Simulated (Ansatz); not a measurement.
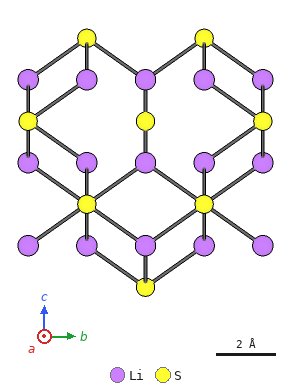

A defect cell of composition Li16S7 (cell charge +2) (started half-way along a vacancy jump, in the symmetry of that start), before the relaxation. Style: ball-and-stick. Shown: the atoms within 5.0 Å of the atom that moves most (axes of the conventional cell (2 times the calculation's cell) (origin shifted)), along the a axis. Lengths and directions refer to the drawn axes.

Computed with DFT PBEsol, scalar-relativistic, plane waves, PAW in Ansatz 0.2.0.

Input file:
```yaml
crystal:
  lattice:
    - [0.0, 5.6541569289, 5.6541569289]
    - [5.6541569289, 0.0, 5.6541569289]
    - [5.6541569289, 5.6541569289, 0.0]
  atoms:
    - { symbol: Li, position: [0.125, 0.125, 0.125] }
    - { symbol: Li, position: [0.125, 0.125, 0.625] }
    - { symbol: Li, position: [0.125, 0.625, 0.125] }
    - { symbol: Li, position: [0.125, 0.625, 0.625] }
    - { symbol: Li, position: [0.625, 0.125, 0.125] }
    - { symbol: Li, position: [0.625, 0.125, 0.625] }
    - { symbol: Li, position: [0.625, 0.625, 0.125] }
    - { symbol: Li, position: [0.625, 0.625, 0.625] }
    - { symbol: Li, position: [0.375, 0.375, 0.375] }
    - { symbol: Li, position: [0.375, 0.375, 0.875] }
    - { symbol: Li, position: [0.375, 0.875, 0.375] }
    - { symbol: Li, position: [0.375, 0.875, 0.875] }
    - { symbol: Li, position: [0.875, 0.375, 0.375] }
    - { symbol: Li, position: [0.875, 0.375, 0.875] }
    - { symbol: Li, position: [0.875, 0.875, 0.375] }
    - { symbol: Li, position: [0.875, 0.875, 0.875] }
    - { symbol: S, position: [0.0, 0.5, -0.25] }
    - { symbol: S, position: [0.0, 0.0, 0.5] }
    - { symbol: S, position: [0.0, 0.0, 0.0] }
    - { symbol: S, position: [0.5, 0.5, 0.5] }
    - { symbol: S, position: [0.5, 0.5, 0.0] }
    - { symbol: S, position: [0.5, 0.0, 0.5] }
    - { symbol: S, position: [0.5, 0.0, 0.0] }
total_charge: 2
basis:
  ecutwfc: 420
kpoints:
  mp_grid: { grid: [4, 4, 4] }
hamiltonian:
  xc: pbesol
scf:
  occupations: { method: gaussian, width: 0.05 }
output:
  forces: true
  stress: true
  eigenvalues: true
  write_density: true
  write_potential: true
  elf: true
  volumetric_format: npy
relax:
  adjacent_minimum: "off"
  f_tol: 0.02
  max_steps: 60
  escape_saddle: false
```

Command:
```bash
ansatz run input.yaml --threads 4 --pin off --max-ram 9216MiB --backend cpu --events-out ev --progress --plain --runs-dir out
```

> What does the optimiser find from here?

The energy falls by 12.241 eV per cell of the calculation in 6 geometry steps. The largest force component goes from 24 to 0.0038 eV/Å. The largest moves, 0.75 Å, are those of Li4 and Li14. Li14 goes along −c. By element the largest moves are Li 0.75 Å, S 0.33 Å. The cell doesn't change. Some distances before and after: Li14–S17 1.414 → 2.160 Å, Li5–Li14 2.827 → 2.333 Å, Li13–S18 2.448 → 2.195 Å, Li14–S19 2.448 → 2.297 Å. Bond angles that change, for instance: S18–Li4–S20 109.5° → 128.8°, S18–Li13–S20 109.5° → 122.8°, S22–Li5–S23 109.5° → 122.4°. The run took 71 s on 4 threads of Arm Neoverse V1 (shared host), peak memory 1.1 GiB.

After the run, drawn alike:

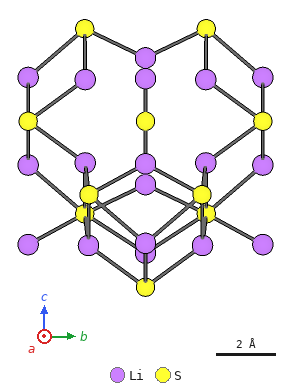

Limits of the set-up: the periodic images lie only 8.0 Å apart, so the values are limited by the cell's size; the cell is charged, on a uniform background, and energies carry no finite-size correction.
